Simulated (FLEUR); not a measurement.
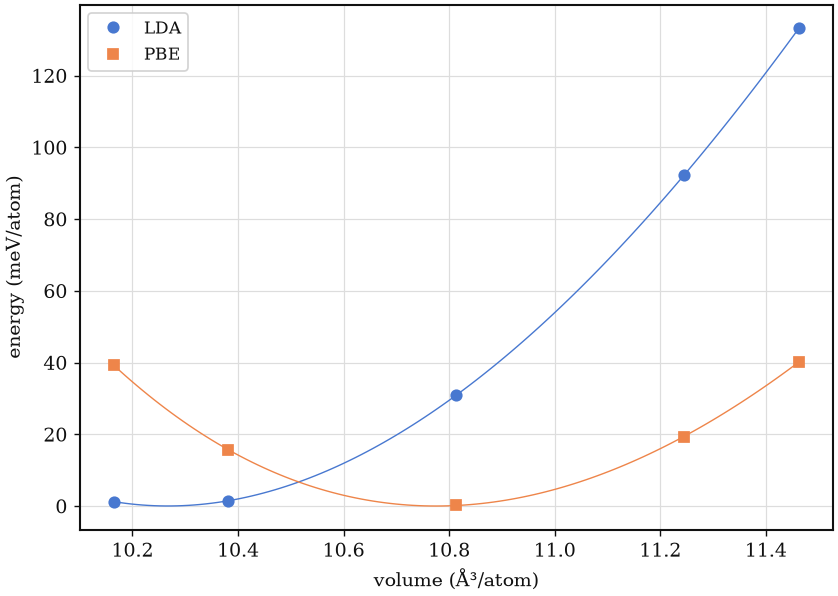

The picture above shows the energy against volume, with one curve for each functional, for TaN (space group Fm-3m).

How it was computed, with FLEUR MaX-R8.1 (later development tree): all-electron LAPW DFT, no spin polarisation; energies at scaled volumes of the given cell, shape and fractions fixed, counted from the fit's minimum, third-order Birch-Murnaghan fit. All runs: no spin polarisation.

| setting | value |
| --- | --- |
| k mesh | 10×10×10 |
| occupations | Fermi–Dirac |
| smearing width | 0.05 eV |
| potentials | all electron |

> Order the curves by fitted equilibrium volume, smallest first.

LDA 10.267, PBE 10.775 Å³/atom.

> Order the curves by fitted bulk modulus, smallest first.

PBE 327.5, LDA 373.6 GPa.
